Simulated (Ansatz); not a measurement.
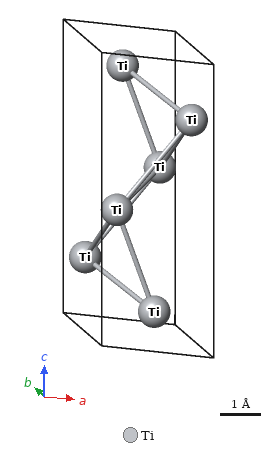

Starting structure of crystalline Ti (set up in P-1). The picture is a ball-and-stick view of the reduced cell, seen slightly off an axis. Lengths and directions refer to the drawn axes.

Case: film's bulk on the substrate's plane, third vector and atoms relaxed.

Level of theory: Ansatz 0.2.0, DFT PBEsol, scalar-relativistic, plane waves, PAW.

Input
```yaml
crystal:
  lattice:
    - [5.67485422, 0.0, 0.0]
    - [-2.83742711, 8.51228133, 0.0]
    - [-1.671423859, 1.0918446439, 2.1268562366]
  atoms:
    - { symbol: Ti, position: [0.25, 0.4444444444, 0.5833333333] }
    - { symbol: Ti, position: [0.25, 0.1111111111, 0.5833333333] }
    - { symbol: Ti, position: [0.25, 0.7777777778, 0.5833333333] }
    - { symbol: Ti, position: [0.75, 0.5555555556, 0.4166666667] }
    - { symbol: Ti, position: [0.75, 0.2222222222, 0.4166666667] }
    - { symbol: Ti, position: [0.75, 0.8888888889, 0.4166666667] }
basis:
  ecutwfc: 420
kpoints:
  mp_grid: { grid: [7, 4, 16] }
hamiltonian:
  xc: pbesol
scf:
  occupations: { method: gaussian, width: 0.1 }
output:
  forces: true
  stress: true
  eigenvalues: true
relax:
  adjacent_minimum: "off"
  f_tol: 0.01
  max_steps: 50
  cell: { fix: [a, b, gamma], stress_tol: 0.1 }
```

Command:
```bash
ansatz run input.yaml --threads 8 --pin off --max-ram 20480MiB --backend cpu --events-out ev --progress --plain --runs-dir out
```

Where does the relaxation end?

Answer. Over 2 accepted moves (3 points after the start) the energy falls by 3.5 meV per atom. The largest force component goes from 0.14 to 0.0045 eV/Å. The pressure goes from −2.74 to −3.37 GPa. At 1 point the geometry stayed and the basis and grid were re-selected for the new cell (energy shift of less than 0.05 meV per atom at most each time). The largest moves relative to the cell, 0.039 Å, are those of Ti1, Ti2, Ti3, Ti4, Ti5 and Ti6. Ti4 goes roughly along −a. The volume changes by +0.5 %, with a 2.917 → 2.925 Å (+0.3 %), b 4.663 → 4.655 Å (−0.2 %), c 7.642 → 7.683 Å (+0.5 %), α 90.2° → 90.3°, β 97.7° → 98.2°. Among the contacts that change: Ti1–Ti4 2.777 → 2.824 Å, Ti1–Ti4 (another image) 2.925 → 2.969 Å, Ti1–Ti4 (another image) 2.804 → 2.761 Å, Ti1–Ti4 (another image) 2.995 → 2.960 Å. The space group stays P-1 (No. 2). Cost: 18 s on 8 threads of Intel(R) Xeon(R) 6975P-C (Granite Rapids), on a shared host, peak memory 1.2 GiB.

Step by step:

```json
{"step": "0", "E − E(0), meV/atom": "0.00", "largest force component, eV/Å": "0.1368", "pressure, GPa": "-2.74", "volume, Å³/atom": "17.123", "note": ""}
{"step": "1", "E − E(0), meV/atom": "-2.91", "largest force component, eV/Å": "0.0282", "pressure, GPa": "-3.96", "volume, Å³/atom": "17.309", "note": ""}
{"step": "2", "E − E(0), meV/atom": "-3.46", "largest force component, eV/Å": "0.0045", "pressure, GPa": "-3.37", "volume, Å³/atom": "17.213", "note": ""}
{"step": "3", "E − E(0), meV/atom": "-3.46", "largest force component, eV/Å": "0.0045", "pressure, GPa": "-3.37", "volume, Å³/atom": "17.213", "note": "same geometry, new basis"}
```
